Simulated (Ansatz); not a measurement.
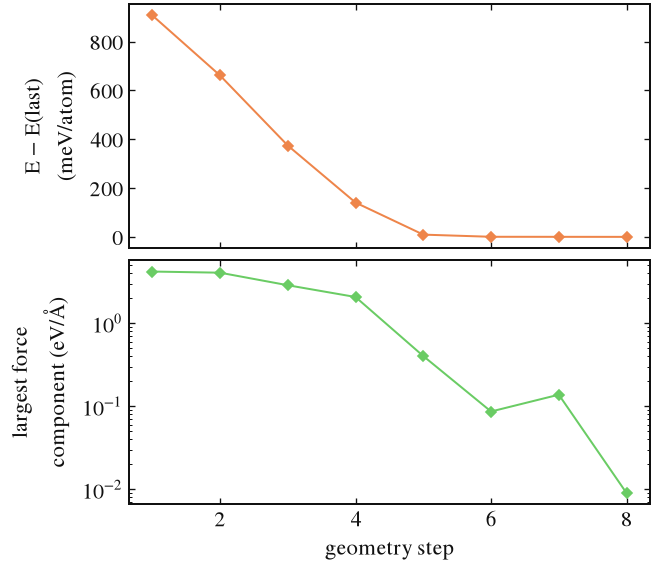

History of a geometry optimisation. Only the atoms move.

System: SiO$_{2}$ (P4_12_12, 36 atoms in the cell).
Method: DFT, PBE, plane-wave PAW, default files, scalar-relativistic in Ansatz; cutoff 420 eV, 3×3×3 k-mesh, Fermi–Dirac smearing of 0.02 eV.

### How did the optimisation end?

The optimisation met its thresholds at geometry 8, counting the start as the first. The energy fell by about 910 meV/atom from the first step to the last. The largest force component goes from about 4.2 eV/Å at the start to 9 × 10⁻³ eV/Å at the end.

### By which step was nine tenths of the energy gained?

By step 5 of 8.
